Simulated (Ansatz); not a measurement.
**W₃Si: geometry relaxation (part 2 of 2)**

The same run, continued: W₃Si (Im-3m, 4 atoms in the cell); DFT PBE, scalar-relativistic, plane waves, PAW, no spin polarisation (Ansatz 0.2.0); cutoff 420 eV, 12×12×12 k-mesh, Gaussian smearing of 0.1 eV. The structure derives from a Materials Project entry.

Geometry of the input (Å; fractional positions):
```
-2.6062  2.6062  2.6062
2.6062  -2.6062  2.6062
2.6062  2.6062  -2.6062
Si 0.0000  0.0000  0.0000
W  0.5000  0.5000  0.0000
W  0.5000  0.0000  0.5000
W  0.0000  0.5000  0.5000
```

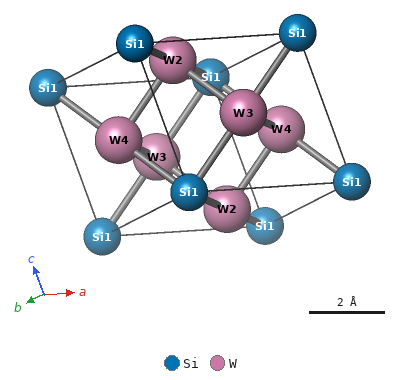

Fig. 1: The geometry at step 3 of the log (ball-and-stick view of the cell of the calculation, seen at an oblique angle; atoms are numbered from 1 in the order of the input).

```
basis re-selected at this cell: Δ(F+E_penalty+E_count) = +5.572e-5 eV, ΔP = -0.000 GPa vs the last step (what re-selecting the basis moved, of the pressure what is left beyond the Pulay correction that the steps carried, after the strain that the cell walked since its last selection, with what the two solves' SCF thresholds leave and, on support functions, any second-order correction that the steps lacked; it is no measure of the basis error at this ecutwfc). This SCF's stress stands 2.95e-3 GPa from its target on what of the cell is left free (relax.cell.stress_tol is 5.00e-2 GPa) and its largest allowed force component is 1.66e-29 eV/Å (relax.f_tol is 5.00e-3 eV/Å): within both
SCF converged after 7 iterations
Free energy (F): -31784.892510 eV
Harris-Foulkes:  -31784.892510 eV  (|F-HF|=7.28e-12)
Internal energy: -31784.865008 eV  (E = F + TS)
E sigma→0 (E₀):  -31784.878759 eV
Entropy (-TS):   -0.027502 eV (-6.875 meV/atom)
Fermi energy:    16.747136 eV
--- Per-component energies (eV) ---
  E_band       = -430.411635
  E_kinetic    = 1386.421418
  E_local      = -2675.558994  (includes V_loc(G=0)·N_el)
  E_nonlocal   = 34.766408
  E_hartree    = 980.185097
  E_xc         = -851.965742
  E_vxc        = -758.012736  (∫ρ·V_xc dr)
  E_paw        = -26201.391372  (= ΣΔE_a)
  E_vpaw       = -378.397746  (= ΣTr[D̂ρ^β])
  E_aug_tail   = -0.000179  (compensation charges beyond the density's cutoff)
  E_ewald      = -4457.321644
  E_smearing   = -0.027502  (= −TS)
  E_closure    = 0.000000  (closes the sum)
  Σ components = -31784.892510   (vs F -31784.892510, Δ=0.00e0)
--- Forces (eV/Å), atoms counted from 1 ---
  atom   1  Si    -0.00000000     0.00000000     0.00000000
  atom   2  W      0.00000000    -0.00000000     0.00000000
  atom   3  W      0.00000000    -0.00000000     0.00000000
  atom   4  W     -0.00000000    -0.00000000     0.00000000
  max |Σ_I F_I| component: 4.96e-29 eV/Å
--- Stress (GPa, compression-positive) ---
       -0.002951       0.000000      -0.000000
       -0.000000      -0.002951      -0.000000
        0.000000       0.000000      -0.002951
  P = ⅓ Tr σ = -0.0030 GPa (-0.030 kbar)
--- Band table (eV; the first three rows and the last of 72) ---
  k-point 0: bands = ["-57.1722", "-57.0069", "-57.0069", "-21.9842", "-21.9842", "-21.9842", "-21.4363", "-21.4363", "-21.4363", "-20.6298", "-20.6298", "-20.6298", "6.3883", "12.1012", "12.1012", "12.1012", "12.1886", "12.9562", "12.9562", "16.4235", "16.4235", "16.4235", "17.1807", "17.1807", "18.6853", "18.6853", "18.6853", "20.5052"]
  k-point 1: bands = ["-57.1696", "-57.0094", "-57.0070", "-21.9846", "-21.9637", "-21.9625", "-21.4384", "-21.4358", "-21.4349", "-20.6553", "-20.6539", "-20.6304", "6.4785", "12.1118", "12.1127", "12.1819", "12.2468", "12.9927", "13.0464", "15.6918", "16.0911", "16.4174", "17.5092", "17.9153", "18.5511", "18.6983", "18.7440", "20.2129"]
  k-point 2: bands = ["-57.1623", "-57.0167", "-57.0072", "-21.9856", "-21.9032", "-21.8987", "-21.4441", "-21.4347", "-21.4312", "-20.7293", "-20.7241", "-20.6318", "6.7416", "12.0063", "12.1441", "12.4219", "12.4973", "13.1190", "13.3038", "14.8212", "15.6616", "16.4106", "17.9438", "18.1066", "18.1264", "18.8868", "19.4321", "19.4958"]
  k-point 71: bands = ["-57.1155", "-57.1155", "-56.9548", "-22.0237", "-22.0237", "-22.0237", "-21.3992", "-21.3992", "-21.3992", "-20.6353", "-20.6353", "-20.6353", "7.8993", "12.1037", "12.1037", "13.3974", "13.7365", "13.7365", "13.7365", "14.0175", "14.0175", "14.0175", "16.7669", "16.7669", "17.8878", "17.8878", "17.8878", "20.3030"]
--- Relaxed structure (3 steps of the walk, 2 accepted, 1 SCFs on fresh bases) ---
  F+E_penalty+E_count = -31784.89251008 eV   max|allowed force component| = 1.660e-29 eV/Å   (the final SCF, on the basis selected at the relaxed cell)
  cell:  # Å, volume = 70.6100 Å³
    - [-2.603766190820645, 2.603766190820645, 2.603766190820645]
    - [2.603766190820645, -2.603766190820645, 2.603766190820645]
    - [2.603766190820645, 2.603766190820645, -2.603766190820645]
  atoms:
    - { symbol: Si, position: [1.1901858233691121e-47, -1.2741989403128144e-46, -1.2391934749196052e-46] }
    - { symbol: W, position: [0.5, 0.5, 1.7473628820644922e-35] }
    - { symbol: W, position: [0.5, 3.106422901450297e-35, 0.5] }
    - { symbol: W, position: [-5.8245429402091995e-36, 0.5, 0.5] }
```

Trajectory as extended XYZ (Å, eV, eV/Å), 4 frames, from step=1 to step=4
```
4
Lattice="-2.6062 2.6062 2.6062 2.6062 -2.6062 2.6062 2.6062 2.6062 -2.6062" Properties=species:S:1:pos:R:3:forces:R:3 step=1 energy=-31784.89218 pressure_GPa=-0.53
Si    0.0000    0.0000    0.0000    0.0000   0.0000   0.0000
W     0.0000    0.0000    2.6062    0.0000   0.0000   0.0000
W     0.0000    2.6062    0.0000    0.0000   0.0000   0.0000
W     2.6062    0.0000    0.0000    0.0000   0.0000   0.0000
4
Lattice="-2.6008 2.6008 2.6008 2.6008 -2.6008 2.6008 2.6008 2.6008 -2.6008" Properties=species:S:1:pos:R:3:forces:R:3 step=2 energy=-31784.89216 pressure_GPa=0.65 accepted=F
Si    0.0000    0.0000    0.0000    0.0000   0.0000   0.0000
W     0.0000    0.0000    2.6008    0.0000   0.0000   0.0000
W     0.0000    2.6008    0.0000    0.0000   0.0000   0.0000
W     2.6008    0.0000    0.0000    0.0000   0.0000   0.0000
4
Lattice="-2.6038 2.6038 2.6038 2.6038 -2.6038 2.6038 2.6038 2.6038 -2.6038" Properties=species:S:1:pos:R:3:forces:R:3 step=3 energy=-31784.89257 pressure_GPa=-0.00
Si    0.0000    0.0000    0.0000    0.0000   0.0000   0.0000
W     0.0000    0.0000    2.6038    0.0000   0.0000   0.0000
W     0.0000    2.6038    0.0000    0.0000   0.0000   0.0000
W     2.6038    0.0000    0.0000    0.0000   0.0000   0.0000
4
Lattice="-2.6038 2.6038 2.6038 2.6038 -2.6038 2.6038 2.6038 2.6038 -2.6038" Properties=species:S:1:pos:R:3:forces:R:3 step=4 energy=-31784.89251 pressure_GPa=-0.00
Si    0.0000    0.0000    0.0000    0.0000   0.0000   0.0000
W     0.0000    0.0000    2.6038    0.0000   0.0000   0.0000
W     0.0000    2.6038    0.0000    0.0000   0.0000   0.0000
W     2.6038    0.0000    0.0000    0.0000   0.0000   0.0000
```

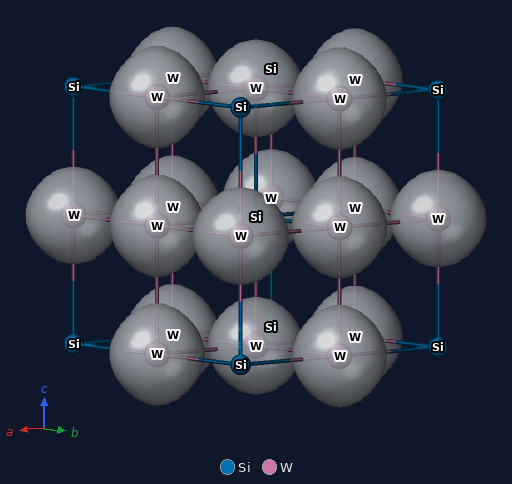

Fig. 2: Isosurface of the valence charge density (pseudo) at 0.8 e/Å³ (grey), seen at an oblique angle. Sticks mark near contacts. The outline is the cell set on symmetry axes. At this value the density breaks into separate islands; it holds about 60 % of the electrons treated as valence (semicore included). It is pinched off along the Si–W (2.60 Å) and W–W (2.60 Å) contacts. On the grid the lowest density along these lines, outside the cores, is 0.4 e/Å³ (Si–W, 2.60 Å) and 0.55 e/Å³ (W–W, 2.60 Å). Core electrons are frozen (PAW), so the fields are smoothed inside the atomic spheres.

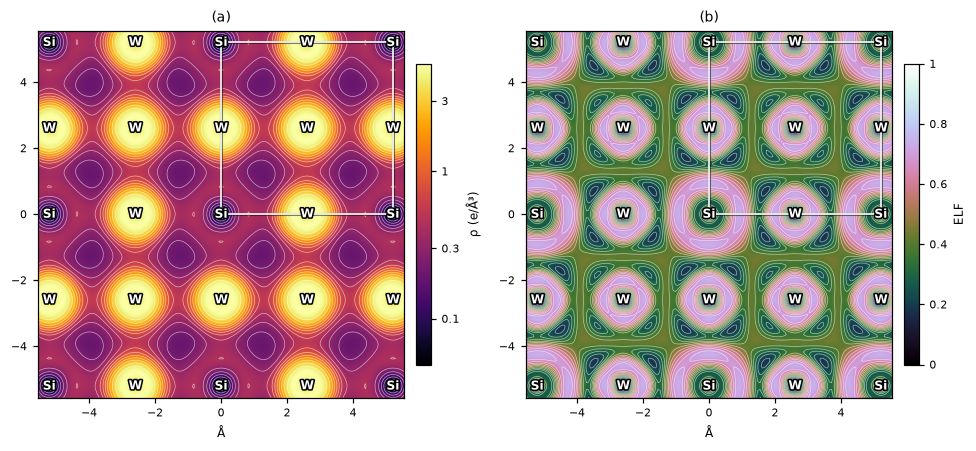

Fig. 3: (a) valence charge density (pseudo); (b) electron localisation function on the (001) plane of the conventional cell. Atoms in the plane: Si and W. Si–W (2.60 Å): the density is about 0.41 e/Å³ at the midpoint; the ELF is about 0.45 at the midpoint. W–W (2.60 Å): ρ at the midpoint is about 0.55 e/Å³; the ELF is about 0.40 at the midpoint (no shared electron pair). Away from the nuclei the density in this plane falls to 0.19 e/Å³ at its lowest. The strong features right at W lie inside the PAW spheres (semicore, d or f shells) and say nothing about bonding.

Key numbers

```json
{"quantity": "outcome", "value": "converged"}
{"quantity": "space group (tolerance 0.01 Å)", "value": "Im-3m (229)"}
{"quantity": "electrons treated", "value": "46"}
{"quantity": "free energy", "value": "−31784.8925 eV"}
{"quantity": "Fermi energy", "value": "16.747 eV"}
{"quantity": "gap on the k-point mesh", "value": "none (metallic)"}
{"quantity": "pressure", "value": "0.00 GPa"}
{"quantity": "final volume", "value": "70.61 Å³"}
{"quantity": "largest force (length of the vector) at the end", "value": "under 0.001 eV/Å"}
{"quantity": "final cell", "value": "a = 4.510 Å, b = 4.510 Å, c = 4.510 Å, α = 109.47°, β = 109.47°, γ = 109.47°"}
{"quantity": "hardware", "value": "2 threads of Oxide Virtual Turin-like (Zen 5), 32 GiB of memory available, shared host"}
{"quantity": "wall time", "value": "16 s (CPU time 31 s)"}
{"quantity": "peak memory", "value": "0.48 GiB"}
```

Notes

Spin–orbit coupling is left out, which matters for W.
